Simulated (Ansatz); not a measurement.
Geometry relaxation, with input and output: C

The run: geometry relaxation of C (P6₃/mmc, 4 atoms in the cell). Method and program: DFT r2SCAN, scalar-relativistic, plane waves, PAW, no spin polarisation (Ansatz 0.2.0).

The structure was made by swapping elements on the sites of another compound; it need not be a known phase. It belongs to a series of runs on one base structure; here: Si -> C on all its sites, cell and atoms relaxed.

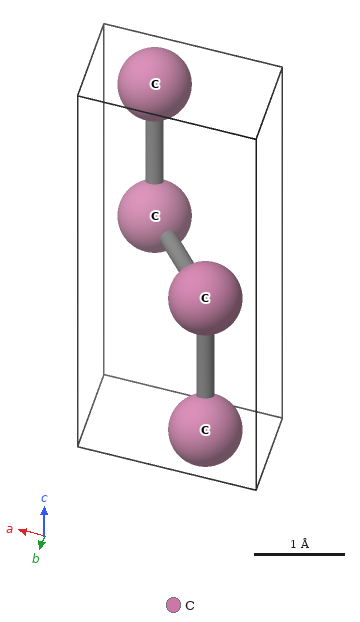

Figure 1. The input geometry (ball-and-stick view of the cell of the calculation, seen at an oblique angle). An atom can appear more than once, as a periodic image. Near neighbours in the periodic cell (some may lie outside the picture): C has 4 C at 1.54 to 1.56 Å.

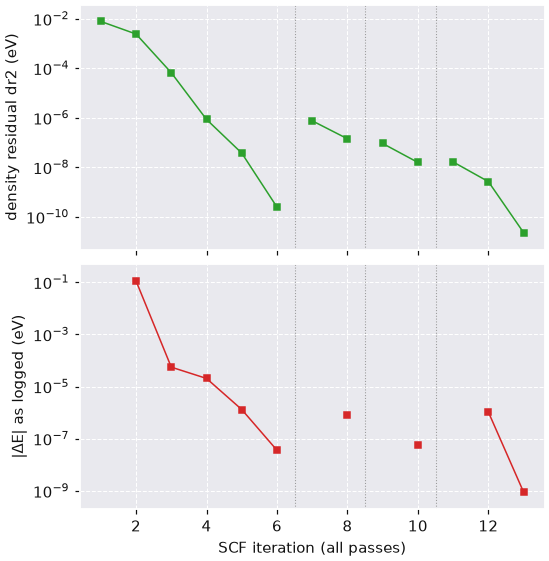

Figure 2. Convergence of the self-consistent field: density residual dr2 and size of the energy change against the SCF iteration. The dotted lines part the SCF passes of the relaxation: geometry steps, rejected trials and re-solves on a re-selected basis. The passes take 6, 2, 2 and 3 iterations.

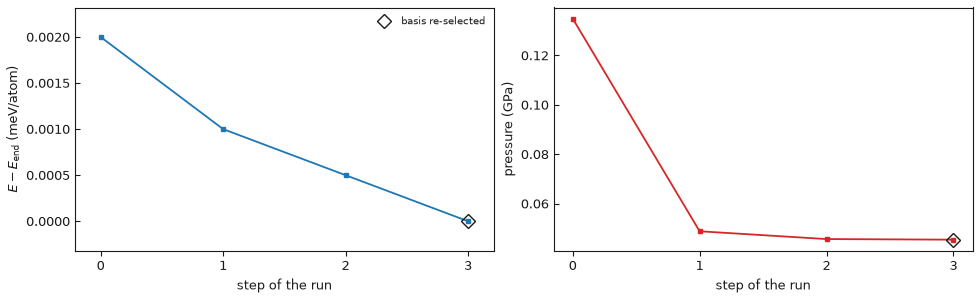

Figure 3. Progress of the relaxation, step by step (the first geometry is step 0 here and step 1 in the log). After 2 geometry steps the energy has fallen by next to nothing (0.0 meV per atom). Largest force component: 0.0076 eV/Å at the start, 0.00079 eV/Å at the end. The pressure goes from 0.13 to 0.05 GPa. No atom moves by more than 0.005 Å relative to the cell. The space group stays P6_3/mmc (No. 194). A last SCF at the same geometry on a re-selected plane-wave basis shifts the energy by next to nothing (0.0 meV per atom). (Atoms are counted from 1 in the order of the input.)

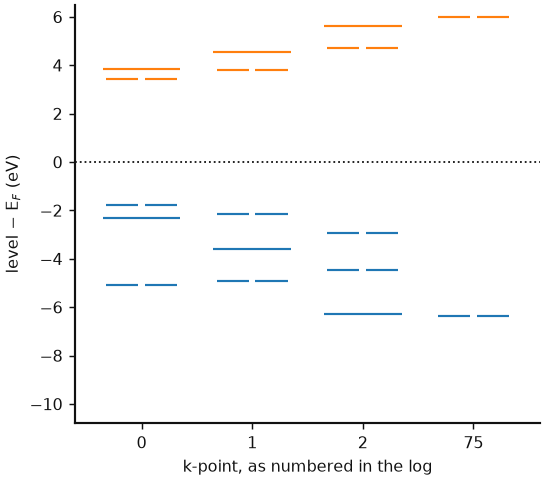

Figure 4. Kohn–Sham levels near the Fermi level (dotted) at the few k-points that the log prints; levels within 0.02 eV of each other stand side by side. Among these points the highest filled and lowest empty levels are 5.24 eV apart; the gap on the full mesh, 3.59 eV, has an edge at a point that isn't printed.

The input that produced these results follows, with the program's output.

Input file
```yaml
crystal:
  lattice:
    - [2.5031943404, 0.0, 0.0]
    - [-1.2515971702, 2.1678298894, 0.0]
    - [0.0, 0.0, 4.1677203149]
  atoms:
    - { symbol: C, position: [0.3333333333, 0.6666666667, 0.0627111857] }
    - { symbol: C, position: [0.6666666667, 0.3333333333, 0.5627111857] }
    - { symbol: C, position: [0.3333333333, 0.6666666667, 0.4372888143] }
    - { symbol: C, position: [0.6666666667, 0.3333333333, 0.9372888143] }
basis:
  ecutwfc: 500
kpoints:
  mp_grid: { grid: [12, 12, 6] }
hamiltonian:
  xc: r2scan
scf:
  occupations: { method: gaussian, width: 0.02 }
output:
  forces: true
  stress: true
  eigenvalues: true
relax:
  adjacent_minimum: "off"
  f_tol: 0.01
  max_steps: 60
  cell: { stress_tol: 0.1 }
```

Command:
```bash
ansatz run input.yaml --threads 1 --pin off --max-ram 2560MiB --backend cpu --events-out ev --progress --plain --runs-dir out
```

What the program printed
```
Engine: ansatz 0.2.0, x86_64-unknown-linux-gnu
Pseudopotentials: kind: paw
Pseudopotential: C, paw, valence charge 4, recommended cutoff 500 eV (meta_gga), C.paw.azcp
Functional definition: r2SCAN
  parameter k0 = 0.174
  parameter k1 = 0.065
  parameter a1 = 4.9479
  exchange = r2scan_x(k0 = k0, k1 = k1, a1 = a1)
  correlation = r2scan_c
Crystal: 4 atoms, lattice volume = 22.616 Å³
Basis set: ecut = 500 eV, 573 PW (Γ), exchange–correlation on 80×80×128 points (64 copies of the dense FFT grid, shifted against one another)
Bands: 12, of which v1, the nominal top of the filled ones, is band 8 counted from 1 (7 counted from 0)
Symmetry: 24 space group operations
Space group: P63/mmc (ITA 194), of the structure as read, at distance tolerance 2.8e-5 Å
k-points: 76 of 864
Non-local potential: C, projectors of the file, l = 0: 2, l = 1: 2, l = 2: 1
PAW form: soft (Blöchl's): semilocal exchange-correlation on the pseudo side does not see the compensation charge
PAW frozen core: C, regenerated for the run's functional (the file was generated under x = pbe(κ = 0.804, μ = 0.2195149727645171), c = pbe(β = 0.06672455060314922))
PAW one-centre angular grid: C, 302 points (default); XC on 239 of its mesh's 2573 points in the sphere
Initial density: superposition of atomic densities (neutral atoms: chi_scale 0, normalization atom), corrected by the library's trained network
Initial wavefunctions: pseudopotential atomic-orbital guess
Functional: x = r2scan, c = r2scan; τ floored in thin density (d = 2e-4 eV/Å³)
SCF iter   1: F=—  HF=-1006.000592 eV  |F-HF|=—  |Δ(HF+E_count)|=         —  Δρ=9.96e-3  dr2=7.79e-3  dr2_τ=7.65e-1  ethr=1.77e-3  ⟨swp⟩=5.8  Hψ=5576  notcnv=0
preconditioner: auto → none  [insulator: Δε(μ)=3.557 eV  Ē_g=17.956 eV  σ=0.020 eV  W_gap=1.00  n_scr=2 (ndim 8)  ℏωp=31.2 eV  f_vac=0.000  D(μ)=0.00/eV (n_scr^D=0)  ε∞_Penn≈4.0]
SCF iter   2: F=—  HF=-1006.112762 eV  |F-HF|=—  |Δ(HF+E_count)|=   1.12e-1  Δρ=5.89e-3  dr2=2.41e-3  dr2_τ=1.35e-4  ethr=4.87e-5  ⟨swp⟩=2.8  Hψ=2549  notcnv=0
SCF iter   3: F=—  HF=-1006.112707 eV  |F-HF|=—  |Δ(HF+E_count)|=   5.53e-5  Δρ=9.48e-4  dr2=6.59e-5  dr2_τ=1.62e-5  ethr=1.51e-5  ⟨swp⟩=3.0  Hψ=1815  notcnv=0
SCF iter   4: F=—  HF=-1006.112727 eV  |F-HF|=—  |Δ(HF+E_count)|=   2.04e-5  Δρ=1.21e-4  dr2=8.53e-7  dr2_τ=1.01e-7  ethr=4.12e-7  ⟨swp⟩=2.1  Hψ=1506  notcnv=0
iter 5 did not close the SCF: its close was put off for the readings that it lacked (scf_convergence_deferred on its scf_iter line)
SCF iter   5: F=-1006.112729 eV  HF=-1006.112729 eV  |F-HF|=3.23e-8  |Δ(HF+E_count)|=   1.31e-6  Δρ=2.37e-5  dr2=3.72e-8  dr2_τ=5.96e-9  ethr=5.33e-9  ⟨swp⟩=2.7  Hψ=1555  notcnv=0
SCF iter   6: F=-1006.112729 eV  HF=-1006.112729 eV  |F-HF|=1.15e-10  |Δ(HF+E_count)|=   3.59e-8  Δρ=1.85e-6  dr2=2.44e-10  dr2_τ=3.21e-11  ethr=2.33e-10  ⟨swp⟩=2.5  Hψ=3403  notcnv=0
SCF 1 converged in 6 iterations: F = -1006.112729 eV  dr2 = 2.44e-10
  greatest PAW one-centre occupation: 0.660 electrons in one spin orbital (limit 2), on the C atom at site 3 (counted from 0), in its partial waves of l = 0
relax step   1: F+E_penalty+E_count = -1006.11272875 eV  Δ(F+E_penalty+E_count) = +0.000e0 eV  max|allowed force component| = 7.555e-3 eV/Å  Δτ_max = 0.0000 Å  P = +0.135 GPa  Ω = 22.616 Å³  (6 SCF iters, dr2 threshold 1.00e-7 eV, accepted)
Crystal: 4 atoms, lattice volume = 22.620 Å³
Initial density: handed on by an earlier stage of this run
Initial wavefunctions: those handed on with the density
iter 1 solved again at ethr=4.98e-9 eV; its pass at ethr=3.10e-3 eV (dr2=7.98e-7 eV) is discarded
SCF iter   1: F=—  HF=-1006.112732 eV  |F-HF|=—  |Δ(HF+E_count)|=         —  Δρ=8.51e-5  dr2=7.51e-7  dr2_τ=1.07e-6  ethr=4.98e-9  ⟨swp⟩=2.0  Hψ=7027  notcnv=0
preconditioner: auto → none  [insulator: Δε(μ)=3.591 eV  Ē_g=17.926 eV  σ=0.020 eV  W_gap=1.00  n_scr=2 (ndim 8)  ℏωp=31.2 eV  f_vac=0.000  D(μ)=0.00/eV (n_scr^D=0)  ε∞_Penn≈4.0]
SCF iter   2: F=-1006.112733 eV  HF=-1006.112733 eV  |F-HF|=3.04e-8  |Δ(HF+E_count)|=   7.92e-7  Δρ=3.99e-5  dr2=1.41e-7  dr2_τ=6.83e-9  ethr=2.19e-9  ⟨swp⟩=2.7  Hψ=3475  notcnv=0
SCF 2 converged in 2 iterations: F = -1006.112733 eV  dr2 = 1.41e-7
  greatest PAW one-centre occupation: 0.659 electrons in one spin orbital (limit 2), on the C atom at site 3 (counted from 0), in its partial waves of l = 0
relax step   2: F+E_penalty+E_count = -1006.11273275 eV  Δ(F+E_penalty+E_count) = -3.999e-6 eV  max|allowed force component| = 5.951e-3 eV/Å  Δτ_max = 0.0002 Å  P = +0.049 GPa  Ω = 22.620 Å³  energy of the carried Pulay correction = -1.499e-6 eV  (2 SCF iters, dr2 threshold 3.51e-7 eV, accepted)
iter 1 solved again at ethr=5.98e-10 eV; its pass at ethr=3.10e-3 eV (dr2=9.57e-8 eV) is discarded
SCF iter   1: F=—  HF=-1006.112735 eV  |F-HF|=—  |Δ(HF+E_count)|=         —  Δρ=2.28e-5  dr2=9.10e-8  dr2_τ=9.22e-8  ethr=5.98e-10  ⟨swp⟩=2.1  Hψ=7098  notcnv=0
preconditioner: auto → none  [insulator: Δε(μ)=3.595 eV  Ē_g=17.926 eV  σ=0.020 eV  W_gap=1.00  n_scr=2 (ndim 8)  ℏωp=31.2 eV  f_vac=0.000  D(μ)=0.00/eV (n_scr^D=0)  ε∞_Penn≈4.0]
SCF iter   2: F=-1006.112735 eV  HF=-1006.112735 eV  |F-HF|=6.82e-11  |Δ(HF+E_count)|=   5.46e-8  Δρ=9.89e-6  dr2=1.56e-8  dr2_τ=6.46e-10  ethr=2.49e-10  ⟨swp⟩=2.7  Hψ=3404  notcnv=0
SCF 3 converged in 2 iterations: F = -1006.112735 eV  dr2 = 1.56e-8
relax step   3: F+E_penalty+E_count = -1006.11273535 eV  Δ(F+E_penalty+E_count) = -2.593e-6 eV  max|allowed force component| = 7.906e-4 eV/Å  Δτ_max = 0.0001 Å  P = +0.046 GPa  Ω = 22.620 Å³  energy of the carried Pulay correction = -1.766e-6 eV  (2 SCF iters, dr2 threshold 3.98e-8 eV, accepted)
Initial wavefunctions: pseudopotential atomic-orbital guess (no wavefunctions were taken with the density)
iter 1 solved again at ethr=2.02e-8 eV; its pass at ethr=3.10e-3 eV (dr2=3.23e-6 eV) is discarded
SCF iter   1: F=—  HF=-1006.112736 eV  |F-HF|=—  |Δ(HF+E_count)|=         —  Δρ=1.00e-5  dr2=1.63e-8  dr2_τ=6.38e-10  ethr=2.02e-8  ⟨swp⟩=3.8  Hψ=8323  notcnv=0
SCF iter   2: F=—  HF=-1006.112737 eV  |F-HF|=—  |Δ(HF+E_count)|=   1.05e-6  Δρ=4.35e-6  dr2=2.62e-9  dr2_τ=1.44e-10  ethr=1.02e-10  ⟨swp⟩=2.2  Hψ=1354  notcnv=0
SCF iter   3: F=-1006.112737 eV  HF=-1006.112737 eV  |F-HF|=2.89e-11  |Δ(HF+E_count)|=  8.86e-10  Δρ=5.93e-7  dr2=2.27e-11  dr2_τ=2.47e-12  ethr=1.00e-12  ⟨swp⟩=3.5  Hψ=3929  notcnv=0
SCF 4 converged in 3 iterations: F = -1006.112737 eV  dr2 = 2.27e-11
relax step   4: F+E_penalty+E_count = -1006.11273728 eV  Δ(F+E_penalty+E_count) = -1.932e-6 eV  max|allowed force component| = 7.944e-4 eV/Å  Δτ_max = 0.0000 Å  P = +0.045 GPa  Ω = 22.620 Å³  stress off target by 4.95e-2 GPa  SCF on the basis re-selected at this cell (its energy is not comparable with the rows above)  (3 SCF iters)
basis re-selected at this cell: Δ(F+E_penalty+E_count) = -1.932e-6 eV, ΔP = -0.000 GPa vs the last step (what re-selecting the basis moved, of the pressure what is left beyond the Pulay correction that the steps carried, after the strain that the cell walked since its last selection, with what the two solves' SCF thresholds leave and, on support functions, any second-order correction that the steps lacked; it is no measure of the basis error at this ecutwfc). This SCF's stress stands 4.95e-2 GPa from its target on what of the cell is left free (relax.cell.stress_tol is 1.00e-1 GPa) and its largest allowed force component is 7.94e-4 eV/Å (relax.f_tol is 1.00e-2 eV/Å): within both
SCF converged after 3 iterations
Free energy (F): -1006.112737 eV
Harris-Foulkes:  -1006.112737 eV  (|F-HF|=2.89e-11)
Internal energy: -1006.112737 eV  (E = F + TS)
E sigma→0 (E₀):  -1006.112737 eV
Fermi energy:    15.442407 eV
--- Per-component energies (eV) ---
  E_band       = 61.132993
  E_kinetic    = 368.795274
  E_local      = -243.712639  (includes V_loc(G=0)·N_el)
  E_nonlocal   = 105.194545
  E_hartree    = 54.154970
  E_xc         = -191.871598
  E_vxc        = -265.146936  (∫ρ·V_xc dr)
  E_paw        = -402.898516  (= ΣΔE_a)
  E_vpaw       = -26.298817  (= ΣTr[D̂ρ^β])
  E_aug_tail   = 0.000017  (compensation charges beyond the density's cutoff)
  E_vtau       = 13.991585  (kinetic-family band-sum trace: ∫τ·v_τ [+ j·A + Jᵃ·Aᵃ] dr)
  E_ewald      = -695.675695
  E_core_change = -0.099095  (= ΣΔE_core)
  E_smearing   = -0.000000  (= −TS)
  E_closure    = -0.000000  (closes the sum)
  Σ components = -1006.112737   (vs F -1006.112737, Δ=0.00e0)
--- Forces (eV/Å), atoms counted from 1 ---
  atom   1  C     -0.00000000    -0.00000000    -0.00079440
  atom   2  C     -0.00000000     0.00000000    -0.00079440
  atom   3  C      0.00000000    -0.00000000     0.00079440
  atom   4  C     -0.00000000     0.00000000     0.00079440
  max |Σ_I F_I| component: 1.20e-16 eV/Å
--- Stress (GPa, compression-positive) ---
        0.049532      -0.000000       0.000000
       -0.000000       0.049532      -0.000000
        0.000000      -0.000000       0.037203
  P = ⅓ Tr σ = 0.0454 GPa (0.454 kbar)
--- Band table (eV; the first three rows and the last of 76) ---
  k-point 0: bands = ["-9.3939", "-3.6509", "-0.7346", "10.3731", "10.3731", "13.1443", "13.6450", "13.6450", "18.8852", "18.8852", "19.2669", "22.1094"]
  k-point 1: bands = ["-9.1977", "-4.7502", "0.7015", "10.5288", "10.5288", "11.8460", "13.3011", "13.3011", "19.2625", "19.2625", "20.0009", "22.0903"]
  k-point 2: bands = ["-8.6117", "-6.3255", "3.2689", "9.1626", "10.9812", "10.9812", "12.5243", "12.5243", "20.1703", "20.1703", "21.0778", "21.9996"]
  k-point 75: bands = ["-0.9030", "-0.9030", "0.3933", "0.3933", "3.6741", "3.6741", "9.0810", "9.0810", "21.4187", "21.4187", "23.2568", "23.2568"]
--- Relaxed structure (3 steps of the walk, 3 accepted, 1 SCFs on fresh bases) ---
  F+E_penalty+E_count = -1006.11273728 eV   max|allowed force component| = 7.944e-4 eV/Å   (the final SCF, on the basis selected at the relaxed cell)
  cell:  # Å, volume = 22.6204 Å³
    - [2.5031203205310053, 0.0, 2.5571342818670364e-34]
    - [-1.2515601602655027, 2.167765786308897, -1.0632643250599834e-34]
    - [4.257528200048268e-34, 2.9566168055890744e-35, 4.168747866685771]
  atoms:
    - { symbol: C, position: [0.3333333333333333, 0.6666666666666666, 0.06273702318799129] }
    - { symbol: C, position: [0.6666666666666666, 0.3333333333333333, 0.5627370231879913] }
    - { symbol: C, position: [0.3333333333333333, 0.6666666666666666, 0.43726297681200876] }
    - { symbol: C, position: [0.6666666666666666, 0.3333333333333333, 0.9372629768120088] }
```

Trajectory as extended XYZ (Å, eV, eV/Å), 4 frames, from step=1 to step=4
```
4
Lattice="2.5032 0.0000 0.0000 -1.2516 2.1678 0.0000 0.0000 0.0000 4.1677" Properties=species:S:1:pos:R:3:forces:R:3 step=1 energy=-1006.11273 pressure_GPa=0.13
C     0.0000    1.4452    0.2614    0.0000   0.0000   0.0076
C     1.2516    0.7226    2.3452    0.0000   0.0000   0.0076
C     0.0000    1.4452    1.8225    0.0000   0.0000  -0.0076
C     1.2516    0.7226    3.9064    0.0000   0.0000  -0.0076
4
Lattice="2.5030 0.0000 0.0000 -1.2515 2.1676 0.0000 0.0000 0.0000 4.1692" Properties=species:S:1:pos:R:3:forces:R:3 step=2 energy=-1006.11273 pressure_GPa=0.05
C     0.0000    1.4451    0.2616    0.0000   0.0000  -0.0060
C     1.2515    0.7225    2.3462    0.0000   0.0000  -0.0060
C     0.0000    1.4451    1.8230    0.0000   0.0000   0.0060
C     1.2515    0.7225    3.9076    0.0000   0.0000   0.0060
4
Lattice="2.5031 0.0000 0.0000 -1.2516 2.1678 0.0000 0.0000 0.0000 4.1687" Properties=species:S:1:pos:R:3:forces:R:3 step=3 energy=-1006.11274 pressure_GPa=0.05
C     0.0000    1.4452    0.2615    0.0000   0.0000  -0.0008
C     1.2516    0.7226    2.3459    0.0000   0.0000  -0.0008
C     0.0000    1.4452    1.8228    0.0000   0.0000   0.0008
C     1.2516    0.7226    3.9072    0.0000   0.0000   0.0008
4
Lattice="2.5031 0.0000 0.0000 -1.2516 2.1678 0.0000 0.0000 0.0000 4.1687" Properties=species:S:1:pos:R:3:forces:R:3 step=4 energy=-1006.11274 pressure_GPa=0.05
C     0.0000    1.4452    0.2615    0.0000   0.0000  -0.0008
C     1.2516    0.7226    2.3459    0.0000   0.0000  -0.0008
C     0.0000    1.4452    1.8228    0.0000   0.0000   0.0008
C     1.2516    0.7226    3.9072    0.0000   0.0000   0.0008
```

Key numbers

```csv
quantity,value
outcome,converged
space group (tolerance 0.01 Å),P6₃/mmc (194)
electrons treated,16
free energy,−1006.1127 eV
Fermi energy,15.442 eV
gap on the k-point mesh,3.59 eV
pressure,0.05 GPa
final volume,22.62 Å³
largest force (length of the vector) at the end,0.001 eV/Å
final cell,"a = 2.503 Å, b = 2.503 Å, c = 4.169 Å, α = 90.00°, β = 90.00°, γ = 120.00°"
hardware,"1 thread of Intel Xeon (Sapphire Rapids), 32 GiB of memory available, shared host"
wall time,6.7 s
peak memory,0.42 GiB
```
